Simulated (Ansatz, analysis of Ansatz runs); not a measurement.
# Mn on the Ga site in GaP: charge-transition level, PBE

Aim: the charge-transition level of the Mn on the Ga site in GaP, to be set beside the measurement. Set-up: PBE, 64-site cell, PBE lattice, 420 eV, k: the single point 1/4 1/4 1/4 then 2x2x2 shifted 0.5 0.5 0.5. The model is a cell of 64 host atoms with 1 Ga taken out and 1 Mn put in. The level is the Fermi energy at which two charge states have equal formation energy, after a correction for the images of the charge. A local or semilocal functional is the cheapest first rung.

Measured beforehand: (0/-1) level above the valence-band top: 0.4 eV, by temperature-dependent Hall effect (quoted in “Electronic structure of transition-atom impurities in GaP”, 1985, V. A. Singh and Alex Zunger, quoting earlier work (1976)). The runs below try to reproduce this.

Method: plane-wave PAW DFT, PBE; relaxation of all atoms of a defect supercell, in Ansatz 0.2.0.

## Step 1: Starting point

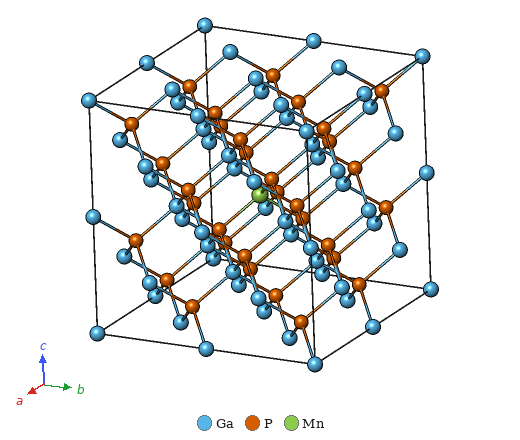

Start, viewed slightly off an axis; gallium blue, phosphorus orange, manganese green. Bonds to atoms that aren't drawn are left out. Some periodic images of atoms are drawn too.

The cell holds 64 atoms: 31 Ga, 32 P and 1 Mn. Cell: a = 11.010 Å, b = 11.010 Å, c = 11.010 Å, α = 90.0°, β = 90.0°, γ = 90.0°. It derives from GaP (space group F-43m). Nearest the centre at fractional (0.500, 0.500, 0.500): Mn57 at 0.00 Å, P23 at 2.38 Å, P61 at 2.38 Å, P16 at 2.38 Å, P38 at 2.38 Å, Ga50 at 3.89 Å, Ga28 at 3.89 Å, Ga12 at 3.89 Å.

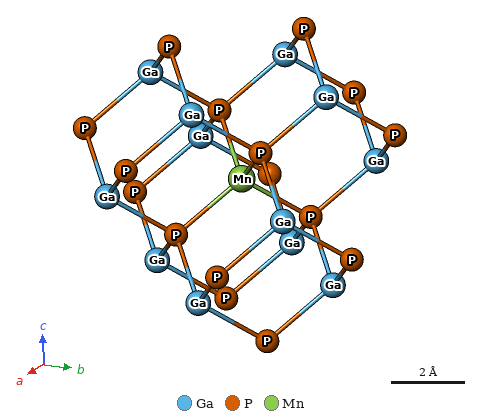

The atoms within 5 Å of the centre.

The host's primitive cell comes from a first run (plane-wave PAW DFT, PBE; relaxation of the host's cell and atoms): vectors of 3.893, 3.893 and 3.893 Å. That is 20.86 Å³ an atom, 3.0 % over the diffraction cell's volume. The supercell is built on it.

## Step 2: Relaxation, charge 0

Every later number rests on the structure around the defect, so the atoms are relaxed at the host's lattice first.

relax0/input.yaml reads:

```yaml
relax:
  f_tol: 0.02
  max_steps: 80
  random_displacement: { amplitude: 0.05, seed: 886 }
crystal:
  lattice:
    - [11.01025696, 0.0, 0.0]
    - [0.0, 0.0, -11.01025696]
    - [0.0, 11.01025696, 0.0]
  atoms:
    - { symbol: Ga, position: [0.0, 0.0, 0.0] }
    - { symbol: Ga, position: [0.0, 0.25, 0.25] }
    - { symbol: Ga, position: [0.25, 0.0, 0.25] }
    - { symbol: Ga, position: [0.25, 0.25, 0.0] }
    - { symbol: P, position: [0.125, 0.125, 0.125] }
    - { symbol: P, position: [0.125, 0.375, 0.375] }
    - { symbol: P, position: [0.375, 0.125, 0.375] }
    - { symbol: P, position: [0.375, 0.375, 0.125] }
    - { symbol: Ga, position: [0.0, 0.0, 0.5] }
    - { symbol: Ga, position: [0.0, 0.25, 0.75] }
    - { symbol: Ga, position: [0.25, 0.0, 0.75] }
    - { symbol: Ga, position: [0.25, 0.25, 0.5] }
    - { symbol: P, position: [0.125, 0.125, 0.625] }
    - { symbol: P, position: [0.125, 0.375, 0.875] }
    - { symbol: P, position: [0.375, 0.125, 0.875] }
    - { symbol: P, position: [0.375, 0.375, 0.625] }
    - { symbol: Ga, position: [0.0, 0.5, 0.0] }
    - { symbol: Ga, position: [0.0, 0.75, 0.25] }
    - { symbol: Ga, position: [0.25, 0.5, 0.25] }
    - { symbol: Ga, position: [0.25, 0.75, 0.0] }
    - { symbol: P, position: [0.125, 0.625, 0.125] }
    - { symbol: P, position: [0.125, 0.875, 0.375] }
    - { symbol: P, position: [0.375, 0.625, 0.375] }
    - { symbol: P, position: [0.375, 0.875, 0.125] }
    - { symbol: Ga, position: [0.0, 0.5, 0.5] }
    - { symbol: Ga, position: [0.0, 0.75, 0.75] }
    - { symbol: Ga, position: [0.25, 0.5, 0.75] }
    - { symbol: Ga, position: [0.25, 0.75, 0.5] }
    - { symbol: P, position: [0.125, 0.625, 0.625] }
    - { symbol: P, position: [0.125, 0.875, 0.875] }
    - { symbol: P, position: [0.375, 0.625, 0.875] }
    - { symbol: P, position: [0.375, 0.875, 0.625] }
    - { symbol: Ga, position: [0.5, 0.0, 0.0] }
    - { symbol: Ga, position: [0.5, 0.25, 0.25] }
    - { symbol: Ga, position: [0.75, 0.0, 0.25] }
    - { symbol: Ga, position: [0.75, 0.25, 0.0] }
    - { symbol: P, position: [0.625, 0.125, 0.125] }
    - { symbol: P, position: [0.625, 0.375, 0.375] }
    - { symbol: P, position: [0.875, 0.125, 0.375] }
    - { symbol: P, position: [0.875, 0.375, 0.125] }
    - { symbol: Ga, position: [0.5, 0.0, 0.5] }
    - { symbol: Ga, position: [0.5, 0.25, 0.75] }
    - { symbol: Ga, position: [0.75, 0.0, 0.75] }
    - { symbol: Ga, position: [0.75, 0.25, 0.5] }
    - { symbol: P, position: [0.625, 0.125, 0.625] }
    - { symbol: P, position: [0.625, 0.375, 0.875] }
    - { symbol: P, position: [0.875, 0.125, 0.875] }
    - { symbol: P, position: [0.875, 0.375, 0.625] }
    - { symbol: Ga, position: [0.5, 0.5, 0.0] }
    - { symbol: Ga, position: [0.5, 0.75, 0.25] }
    - { symbol: Ga, position: [0.75, 0.5, 0.25] }
    - { symbol: Ga, position: [0.75, 0.75, 0.0] }
    - { symbol: P, position: [0.625, 0.625, 0.125] }
    - { symbol: P, position: [0.625, 0.875, 0.375] }
    - { symbol: P, position: [0.875, 0.625, 0.375] }
    - { symbol: P, position: [0.875, 0.875, 0.125] }
    - { symbol: Mn, position: [0.5, 0.5, 0.5], spin: 4.0 }
    - { symbol: Ga, position: [0.5, 0.75, 0.75] }
    - { symbol: Ga, position: [0.75, 0.5, 0.75] }
    - { symbol: Ga, position: [0.75, 0.75, 0.5] }
    - { symbol: P, position: [0.625, 0.625, 0.625] }
    - { symbol: P, position: [0.625, 0.875, 0.875] }
    - { symbol: P, position: [0.875, 0.625, 0.875] }
    - { symbol: P, position: [0.875, 0.875, 0.625] }
  host:
    repeats: [2, 2, 2]
    atoms:
      - { symbol: Ga, position: [0.0, 0.0, 0.0] }
      - { symbol: Ga, position: [0.0, 0.5, 0.5] }
      # ... 6 more atoms of the perfect host
basis:
  ecutwfc: 420
  xc_grid: 2
hamiltonian:
  xc: pbe
kpoints:
  mp_grid: { grid: [1, 1, 1], shift: [0.25, 0.25, 0.25] }
magnetization:
  spin_polarized: true
  initial_magnetization: 4
  spin_locking: { lock_magnetization: hard }
scf:
  occupations: { method: fermi_dirac, width: 0.01 }
  max_iter: 120
output:
  forces: true
  charged_corrections:
    epsilon: 10.62
    static_epsilon: 12.85
    defect_position: [0.5, 0.5, 0.5]
checkpoint:
  write: "../relax0.run"
  compress: false
  write_wavefunctions: true
  write_every: 100000
```

Started as:

```sh
> ansatz run input.yaml --threads 4 --pin off --max-ram 14131MiB --backend cpu --events-out ev --progress --plain --runs-dir out
```

Numbers of over 12 decimals in the logs are rounded to 6 here.

Output:

```text
[... repeated set-up lines and file paths are left out, and long positions are rounded to six places ...]
Engine: ansatz 0.2.0, aarch64-unknown-linux-gnu
Pseudopotentials: kind: paw
Pseudopotential: Ga, paw, valence charge 13, recommended cutoff 420 eV (normal), Ga.paw.azcp
Pseudopotential: P, paw, valence charge 5, recommended cutoff 420 eV (normal), P.paw.azcp
Pseudopotential: Mn, paw, valence charge 15, recommended cutoff 420 eV (normal), Mn.paw.azcp
Functional definition: PBE
  parameter kappa = 0.804
  parameter beta = 0.066725
  exchange = pbe_x(kappa = kappa, mu = beta*pi^2/3)
  correlation = pbe_c(beta = beta)
Crystal: 64 atoms, lattice volume = 1334.727 Å³
Basis set: ecut = 420 eV, 26001 PW (Γ), exchange–correlation on 150×150×150 points (8 copies of the dense FFT grid, shifted against one another)
Bands: 355, of which v1, the nominal top of the filled ones, is band 289 counted from 1 (288 counted from 0)
Symmetry: 1 space group operations
k-points: 1
Non-local potential: Ga, projectors of the file, l = 0: 2, l = 1: 2, l = 2: 3, l = 3: 1
Non-local potential: P, projectors of the file, l = 0: 2, l = 1: 2, l = 2: 2
Non-local potential: Mn, projectors of the file, l = 0: 3, l = 1: 2, l = 2: 3, l = 3: 1
PAW form: soft (Blöchl's): semilocal exchange-correlation on the pseudo side does not see the compensation charge
PAW one-centre angular grid: Ga, 590 points (default); XC on 64 Gauss nodes
PAW one-centre angular grid: P, 110 points (default); XC on 64 Gauss nodes
PAW one-centre angular grid: Mn, 590 points (default); XC on 64 Gauss nodes
Initial density: superposition of atomic densities (chi_scale 0.1, normalization cell, long waves kept (reshape's long-wave potential 0.21 eV rms))
Starting moments: Σ|m| = 4 μB on 1 of 64 sites
Initial wavefunctions: pseudopotential atomic-orbital guess
Functional: x = pbe(κ = 0.804, μ = 0.219515), c = pbe(β = 0.066725)
SCF iter   1: F=—  HF=-145388.243777 eV  |F-HF|=—  |Δ(HF+E_count)|=         —  Δρ=2.55e-2 (↑2.55e-2 ↓2.38e-2)  dr2=5.09e1  dr2_m=1.09e-1  M=4.000 μB ∫|m|=5.051 μB  β_m=0.30  ethr=3.10e-3  ⟨swp⟩=7.5  Hψ=2892  notcnv=0
preconditioner: auto → Resta (q_TF=auto, 2.373 Å⁻¹)  ε∞=4.5  [insulator: Δε(μ)=0.072 eV  Ē_g=13.015 eV  σ=0.010 eV  W_gap=0.95  n_scr=304 (ndim 8)  ℏωp=24.3 eV  f_vac=0.000  D(μ)=5.15/eV (n_scr^D=18)  ε∞_Penn≈4.5]
spin=Collinear: Resta preconditioning applied to the charge; magnetization (m = ρ↑ − ρ↓) channel mixes plain (no charge-response kernel on spin).
SCF iter   2: F=—  HF=-145382.631659 eV  |F-HF|=—  |Δ(HF+E_count)|=    5.61e0  Δρ=1.63e-2 (↑1.60e-2 ↓1.63e-2)  dr2=1.62e1  dr2_m=3.99e-2  M=4.000 μB ∫|m|=4.780 μB  β_m=0.45  ethr=3.10e-3  ⟨swp⟩=3.0  Hψ=1415  notcnv=0  defer=122
SCF iter   3: F=—  HF=-145379.576036 eV  |F-HF|=—  |Δ(HF+E_count)|=    3.06e0  Δρ=8.34e-3 (↑8.34e-3 ↓7.61e-3)  dr2=3.60e0  dr2_m=1.61e-2  M=4.000 μB ∫|m|=4.809 μB  β_m=0.48  ethr=2.80e-3  ⟨swp⟩=2.5  Hψ=1355  notcnv=0  defer=122
SCF iter   4: F=—  HF=-145379.301587 eV  |F-HF|=—  |Δ(HF+E_count)|=   2.74e-1  Δρ=3.44e-3 (↑3.44e-3 ↓2.31e-3)  dr2=3.98e-1  dr2_m=1.73e-2  M=4.000 μB ∫|m|=4.737 μB  β_m=0.56  ethr=6.22e-4  ⟨swp⟩=3.5  Hψ=1307  notcnv=0  defer=122
SCF iter   5: F=—  HF=-145379.361018 eV  |F-HF|=—  |Δ(HF+E_count)|=   5.94e-2  Δρ=9.95e-4 (↑9.95e-4 ↓9.30e-4)  dr2=6.76e-2  dr2_m=6.21e-4  M=4.000 μB ∫|m|=4.773 μB  β_m=0.58  ethr=6.88e-5  ⟨swp⟩=3.5  Hψ=1414  notcnv=0  defer=121
SCF iter   6: F=—  HF=-145379.384710 eV  |F-HF|=—  |Δ(HF+E_count)|=         —  Δρ=4.13e-4 (↑4.13e-4 ↓3.64e-4)  dr2=9.66e-3  dr2_m=8.97e-5  M=4.000 μB ∫|m|=4.750 μB  β_m=0.58  ethr=1.17e-5  ⟨swp⟩=2.0  Hψ=1219  notcnv=0  defer=121
SCF iter   7: F=—  HF=-145379.392231 eV  |F-HF|=—  |Δ(HF+E_count)|=   7.52e-3  Δρ=2.26e-4 (↑2.26e-4 ↓2.20e-4)  dr2=2.68e-3  dr2_m=2.12e-5  M=4.000 μB ∫|m|=4.755 μB  β_m=0.79  ethr=1.67e-6  ⟨swp⟩=2.0  Hψ=899  notcnv=0  defer=121
SCF iter   8: F=—  HF=-145379.396831 eV  |F-HF|=—  |Δ(HF+E_count)|=   4.60e-3  Δρ=7.74e-5 (↑7.74e-5 ↓6.42e-5)  dr2=3.30e-4  dr2_m=6.01e-6  M=4.000 μB ∫|m|=4.755 μB  β_m=0.76  ethr=4.63e-7  ⟨swp⟩=2.0  Hψ=1295  notcnv=0  defer=121
SCF iter   9: F=—  HF=-145379.396950 eV  |F-HF|=—  |Δ(HF+E_count)|=   1.19e-4  Δρ=3.48e-5 (↑3.48e-5 ↓2.56e-5)  dr2=4.56e-5  dr2_m=3.00e-6  M=4.000 μB ∫|m|=4.756 μB  β_m=0.74  ethr=5.72e-8  ⟨swp⟩=2.5  Hψ=1295  notcnv=0  defer=121
SCF iter  10: F=—  HF=-145379.396956 eV  |F-HF|=—  |Δ(HF+E_count)|=   6.57e-6  Δρ=1.68e-5 (↑1.68e-5 ↓6.90e-6)  dr2=6.47e-6  dr2_m=5.60e-7  M=4.000 μB ∫|m|=4.755 μB  β_m=0.73  ethr=7.88e-9  ⟨swp⟩=2.0  Hψ=1289  notcnv=0  defer=121
SCF iter  11: F=-145379.396951 eV  HF=-145379.396959 eV  |F-HF|=7.42e-6  |Δ(HF+E_count)|=   2.37e-6  Δρ=1.18e-5 (↑1.18e-5 ↓1.01e-5)  dr2=8.53e-6  dr2_m=3.83e-8  M=4.000 μB ∫|m|=4.755 μB  ethr=1.12e-9  ⟨swp⟩=2.5  Hψ=2410  notcnv=0
SCF 1 converged in 11 iterations: F = -145379.396951 eV  dr2 = 8.53e-6
  greatest PAW one-centre occupation: 1.002 electrons in one spin orbital (limit 2), on the Mn atom at site 56 (counted from 0), in its partial waves of l = 1
relax step   1: F+E_penalty+E_count = -145379.39695140 eV  Δ(F+E_penalty+E_count) = +0.000e0 eV  max|allowed force component| = 8.064e-1 eV/Å  Δτ_max = 0.0000 Å  (11 SCF iters, dr2 threshold 1.00e-5 eV, accepted)
[... the SCF cycles and remarks between the steps are left out from here to the last step ...]
relax step   2: F+E_penalty+E_count = -145380.17245952 eV  Δ(F+E_penalty+E_count) = -7.755e-1 eV  max|allowed force component| = 2.992e-1 eV/Å  Δτ_max = 0.0814 Å  (7 SCF iters, dr2 threshold 4.06e-5 eV, accepted)
relax step   3: F+E_penalty+E_count = -145380.22324746 eV  Δ(F+E_penalty+E_count) = -5.079e-2 eV  max|allowed force component| = 3.084e-1 eV/Å  Δτ_max = 0.1022 Å  (7 SCF iters, dr2 threshold 5.60e-6 eV, accepted)
relax step   4: F+E_penalty+E_count = -145380.26991888 eV  Δ(F+E_penalty+E_count) = -4.667e-2 eV  max|allowed force component| = 5.086e-2 eV/Å  Δτ_max = 0.0870 Å  (7 SCF iters, dr2 threshold 1.31e-5 eV, accepted)
relax step   5: F+E_penalty+E_count = -145380.27216463 eV  Δ(F+E_penalty+E_count) = -2.246e-3 eV  max|allowed force component| = 1.393e-2 eV/Å  Δτ_max = 0.0081 Å  (8 SCF iters, accepted)
relax step   6: F+E_penalty+E_count = -145380.27241862 eV  Δ(F+E_penalty+E_count) = -2.540e-4 eV  max|allowed force component| = 1.093e-2 eV/Å  Δτ_max = 0.0028 Å  (6 SCF iters, accepted)
relax step   7: F+E_penalty+E_count = -145380.27256311 eV  Δ(F+E_penalty+E_count) = -1.445e-4 eV  max|allowed force component| = 1.232e-2 eV/Å  Δτ_max = 0.0043 Å  (6 SCF iters, accepted)
SCF iter   1: F=—  HF=-145380.273867 eV  |F-HF|=—  |Δ(HF+E_count)|=         —  Δρ=4.30e-4 (↑4.30e-4 ↓1.74e-4)  dr2=2.74e-3  dr2_m=6.09e-4  M=4.000 μB ∫|m|=4.764 μB  β_m=0.65  ethr=4.09e-6  ⟨swp⟩=5.5  Hψ=1669  notcnv=0  defer=121
SCF iter   2: F=—  HF=-145380.272736 eV  |F-HF|=—  |Δ(HF+E_count)|=   1.13e-3  Δρ=1.01e-4 (↑1.01e-4 ↓7.14e-5)  dr2=2.52e-4  dr2_m=2.99e-5  M=4.000 μB ∫|m|=4.764 μB  β_m=0.53  ethr=4.74e-7  ⟨swp⟩=2.0  Hψ=1400  notcnv=0  defer=121
SCF iter   3: F=—  HF=-145380.272736 eV  |F-HF|=—  |Δ(HF+E_count)|=   4.61e-7  Δρ=8.62e-5 (↑8.62e-5 ↓3.68e-5)  dr2=9.12e-5  dr2_m=2.66e-5  M=4.000 μB ∫|m|=4.764 μB  β_m=0.76  ethr=4.35e-8  ⟨swp⟩=2.5  Hψ=1072  notcnv=0  defer=121
SCF iter   4: F=—  HF=-145380.272753 eV  |F-HF|=—  |Δ(HF+E_count)|=   1.66e-5  Δρ=1.44e-5 (↑1.44e-5 ↓8.06e-6)  dr2=3.90e-6  dr2_m=7.74e-7  M=4.000 μB ∫|m|=4.764 μB  β_m=0.80  ethr=1.58e-8  ⟨swp⟩=2.0  Hψ=1288  notcnv=0  defer=121
SCF iter   5: F=—  HF=-145380.272754 eV  |F-HF|=—  |Δ(HF+E_count)|=   1.22e-6  Δρ=5.88e-6 (↑5.88e-6 ↓4.55e-6)  dr2=9.40e-7  dr2_m=1.06e-7  M=4.000 μB ∫|m|=4.764 μB  β_m=0.77  ethr=6.75e-10  ⟨swp⟩=3.0  Hψ=1358  notcnv=0  defer=121
SCF iter   6: F=—  HF=-145380.272754 eV  |F-HF|=—  |Δ(HF+E_count)|=   9.62e-8  Δρ=1.89e-6 (↑1.88e-6 ↓1.89e-6)  dr2=1.94e-7  dr2_m=8.24e-9  M=4.000 μB ∫|m|=4.764 μB  β_m=0.76  ethr=1.63e-10  ⟨swp⟩=2.5  Hψ=1288  notcnv=0  defer=121
SCF iter   7: F=-145380.272754 eV  HF=-145380.272754 eV  |F-HF|=4.66e-9  |Δ(HF+E_count)|=  7.57e-10  Δρ=5.79e-7 (↑5.79e-7 ↓5.05e-7)  dr2=2.11e-8  dr2_m=4.75e-10  M=4.000 μB ∫|m|=4.764 μB  ethr=1.73e-11  ⟨swp⟩=4.0  Hψ=2016  notcnv=0
SCF 8 converged in 7 iterations: F = -145380.272754 eV  dr2 = 2.11e-8
relax step   8: F+E_penalty+E_count = -145380.27275412 eV  Δ(F+E_penalty+E_count) = -1.910e-4 eV  max|allowed force component| = 1.223e-2 eV/Å  Δτ_max = 0.0098 Å  (7 SCF iters, accepted)
NSCF: frozen V_eff on 1 k-points
the band table was solved once a step of the walk had ended and its energy, with any forces and stress, was formed, with the checks that follow a solve (2671 applications of the Hamiltonian). They found nothing against the state; [...]
SCF converged after 7 iterations
Stability checked in part: among states of this total moment the steps that led to this state did not find it unstable. No probe was made; neither looks for a lower state of another moment (fixed_total_moment; see scf.lower_state_search)
Magnetization: 4.0000 μB (291.0000 up, 287.0000 down)
Absolute magnetization: 4.7617 μB (∫|ρ↑−ρ↓|, with the PAW one-centre terms)
Spin contamination: 0.3070 ħ² per cell (⟨S²⟩ above its minimum at these occupations)
Per-site moments (μB) at R_I (Å): [(-0.000477663, 0.981927), (0.000713631, 0.981129), (0.000674806, 0.981100), [... 61 left out ...]
Free energy (F): -145380.272754 eV
Harris-Foulkes:  -145380.272754 eV  (|F-HF|=4.66e-9)
Internal energy: -145380.272019 eV  (E = F + TS)
E sigma→0 (E₀):  -145380.272386 eV
Entropy (-TS):   -0.000736 eV (-0.011 meV/atom)
Fermi energy:    6.967100 (↑ 6.967100, ↓ 7.143491) eV
--- Per-component energies (eV) ---
  E_band       = -2320.685797
  E_kinetic    = 6115.499452
  E_local      = -71599.660174  (includes V_loc(G=0)·N_el)
  E_nonlocal   = 14502.793206
  E_hartree    = 32920.731723
  E_xc         = -4212.242689
  E_vxc        = -3873.392169  (∫ρ·V_xc dr)
  E_paw        = -81185.681921  (= ΣΔE_a)
  E_vpaw       = -13307.391440  (= ΣTr[D̂ρ^β])
  E_aug_tail   = -0.002681  (compensation charges beyond the density's cutoff)
  E_ewald      = -41921.708935
  E_smearing   = -0.000736  (= −TS)
  E_closure    = -0.000000  (closes the sum)
  Σ components = -145380.272754   (vs F -145380.272754, Δ=0.00e0)
--- Forces (eV/Å), atoms counted from 1 ---
  atom   1  Ga    -0.00278812     0.00307004     0.00060350
  atom   2  Ga    -0.00115832     0.00103787    -0.00166719
  [... 9 atoms left out ...]
  atom  12  Ga    -0.00236425     0.00070952    -0.00025173
  [... 3 atoms left out ...]
  atom  16  P      0.00594334     0.00509983     0.01213379
  [... 2 atoms left out ...]
  atom  19  Ga    -0.00068161     0.00226627     0.00202515
  [... 3 atoms left out ...]
  atom  23  P      0.01216683    -0.01222879    -0.00720932
  [... 4 atoms left out ...]
  atom  28  Ga    -0.00401430     0.00671036    -0.00222282
  [... 9 atoms left out ...]
  atom  38  P     -0.00837024     0.00374901    -0.00644673
  [... 3 atoms left out ...]
  atom  42  Ga    -0.00944323    -0.00439857    -0.00649708
  [... 1 atom left out ...]
  atom  44  Ga     0.00405942     0.00201008     0.00335813
  [... 12 atoms left out ...]
  atom  57  Mn     0.00153602    -0.00411436     0.00547891
  [... 3 atoms left out ...]
  atom  61  P      0.00330390    -0.00040247    -0.00253719
  [... 3 atoms left out ...]
  max |Σ_I F_I| component: 1.78e-6 eV/Å
--- Band table (eV) ---
  k-point 0 ↑: bands = ["-74.1364", "-42.9439", "-42.8579", "-42.8308", [... 347 left out ...] "11.6015", "11.6129", "11.6452", "11.6556"]
  k-point 0 ↓: bands = ["-70.3251", "-39.3353", "-39.1550", "-38.9330", [... 347 left out ...] "11.6258", "11.6368", "11.6870", "11.7001"]
--- Relaxed structure (8 steps of the walk, 8 accepted, 0 SCFs on fresh bases) ---
  F+E_penalty+E_count = -145380.27275412 eV   max|allowed force component| = 1.223e-2 eV/Å
  atoms:
    - { symbol: Ga, position: [0.000119, 0.000436, -0.000126] }
    - { symbol: Ga, position: [0.000255, 0.249953, 0.249400] }
    [... 9 atoms left out ...]
    - { symbol: Ga, position: [0.249265, 0.249790, 0.499291] }
    [... 3 atoms left out ...]
    - { symbol: P, position: [0.375062, 0.377086, 0.620467] }
    [... 2 atoms left out ...]
    - { symbol: Ga, position: [0.249636, 0.501370, 0.250609] }
    [... 3 atoms left out ...]
    - { symbol: P, position: [0.371782, 0.623950, 0.379438] }
    [... 4 atoms left out ...]
    - { symbol: Ga, position: [0.248310, 0.752253, 0.499983] }
    [... 9 atoms left out ...]
    - { symbol: P, position: [0.624472, 0.372784, 0.378354] }
    [... 3 atoms left out ...]
    - { symbol: Ga, position: [0.501804, 0.252129, 0.747453] }
    [... 1 atom left out ...]
    - { symbol: Ga, position: [0.752167, 0.248928, 0.499338] }
    [... 12 atoms left out ...]
    - { symbol: Mn, position: [0.499151, 0.499099, 0.496485] }
    [... 3 atoms left out ...]
    - { symbol: P, position: [0.621986, 0.622480, 0.622071] }
    [... 3 atoms left out ...]
```

Elapsed: 8.7 min, on 4 threads of Arm Neoverse V1, shared host; peak memory 4.9 GiB.

Relaxation path:

```tsv
step	energy less that of the first step (eV)	largest force component (eV/Å)
1	0.0000	0.8064
2	-0.7755	0.2992
3	-0.8263	0.3084
4	-0.8730	0.0509
5	-0.8752	0.0139
6	-0.8755	0.0109
7	-0.8756	0.0123
8	-0.8758	0.0122
```

The atoms that moved most (Å, from the sites as typed, ahead of the random displacement, the mean shift of all atoms taken out):

```tsv
atom	dx	dy	dz	length
P23	-0.034	0.050	0.014	0.062
P61	-0.032	-0.031	0.030	0.054
P16	0.002	-0.049	-0.020	0.053
P38	-0.004	0.038	0.027	0.047
Mn57	-0.008	-0.037	0.012	0.040
Ga42	0.021	-0.027	-0.021	0.040
Ga50	0.002	0.031	0.016	0.035
Ga27	0.011	-0.019	-0.021	0.030
```

Neighbours of Mn57 at the end:

```tsv
atom	distance (Å)
P23	2.349
P38	2.352
P16	2.353
P61	2.364
Ga50	3.842
Ga51	3.852
Ga34	3.852
Ga19	3.857
Ga42	3.877
Ga12	3.887
Ga27	3.892
Ga60	3.901
Ga59	3.909
Ga58	3.911
```

Numbers from this step:

* free energy: -145380.2728 eV
* smearing term TS: 7.36e-4 eV
* total moment: 4 μB
* integral of the absolute spin density: 4.762 μB
* spin contamination: 0.3070

The relaxation ends 14 meV an atom lower than the displaced start, with a largest force component of 0.012 eV/Å.

[end of part 1 of 2]

[Logs are printed without paths, hosts, clocks, repeated set-up lines and the standing remarks that a program may print on its own settings, such as how far it seeks lower states.]

[Hosts, paths, dates, database ids (printed as entryN), source tags and the programs' standing remarks are cut or masked in the printed files.]

[For some hosts the program warned that the k-mesh of the response run may be too coarse for force constants and the static dielectric constant; such warnings are not shown here.]
